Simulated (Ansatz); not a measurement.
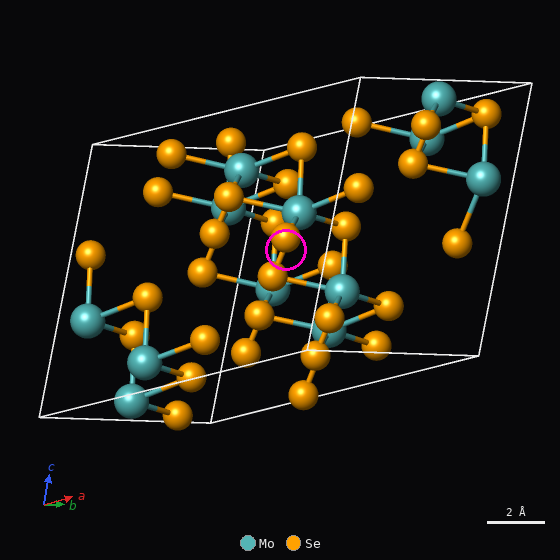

Drawn in the ball-and-stick manner and seen from a general direction. The supercell is drawn as a box. The host is MoSe2, in a cell of 39 sites, and the cell is neutral. A ring marks the defect's site.

### How does this supercell depart from the perfect host?

A molybdenum vacancy. Around the empty site lie six Se at about 2.6 Å.

The atoms were relaxed in the host's cell with Ansatz, DFT PBE, scalar-relativistic, plane waves, PAW.
